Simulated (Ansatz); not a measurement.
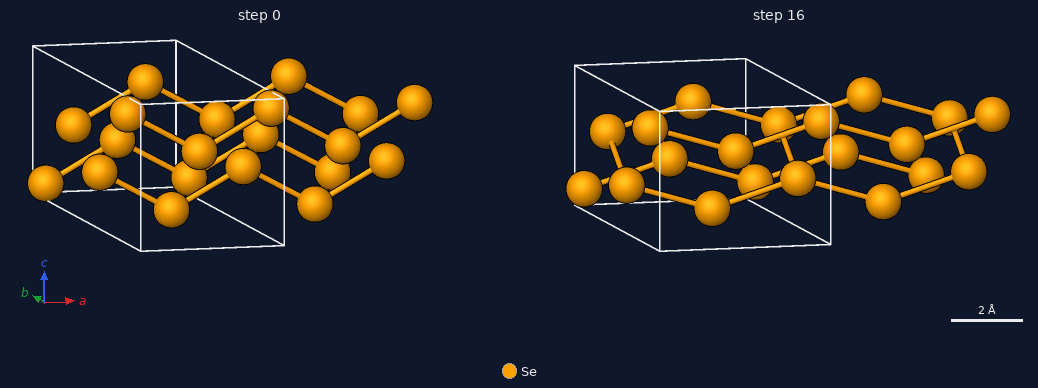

The structure of a crystal of Se (built on the black phosphorus_64 type) before (left) and after (right) a relaxation, at one scale.

A ball-and-stick model of the conventional cell (2 times the calculation's cell), repeated 2 × 1 × 1 with one cell outlined, seen slightly off an axis. Lengths and directions refer to the drawn axes.

Case: black phosphorus type (Cmce, No. 64).

These are results of DFT PBEsol, scalar-relativistic, plane waves, PAW (Ansatz), not measurements. Settings: plane-wave cutoff 420 eV; k-point mesh 12 × 12 × 12; occupations gaussian; smearing width 0.1 eV; no spin polarisation; cell and atoms relaxed; force threshold 0.01 eV/Å; at most 80 steps.

**Summarise the run.**

The energy falls by 172 meV per atom in 14 accepted moves (16 points after the start). Largest force component: 0.045 eV/Å at the start, 0.00029 eV/Å at the end. Pressure: 0.28 GPa at the start and 0.01 GPa at the end. At 2 points the geometry stayed and the basis and grid were re-selected for the new cell (energy shift of 1.3 meV per atom at most each time). The largest moves relative to the cell, 0.19 Å, are those of Se atoms. Cell: a 4.227 → 5.040 Å (+19.3 %), b 11.777 → 9.275 Å (−21.2 %), c 4.221 → 4.020 Å (−4.8 %). Volume −10.6 %. Near-neighbour distances that change, for instance: Se–Se 3.002 → 2.429 Å, Se–Se 3.702 → 3.249 Å, Se–Se 2.410 → 2.633 Å. New bonds form: Se–Se (3.00 → 2.43 Å). Among the angles between lasting bonds that change: Se–Se–Se 122.5° → 146.3°. The space group stays Cmce (No. 64). The run took about 21 core-minutes on a shared host.
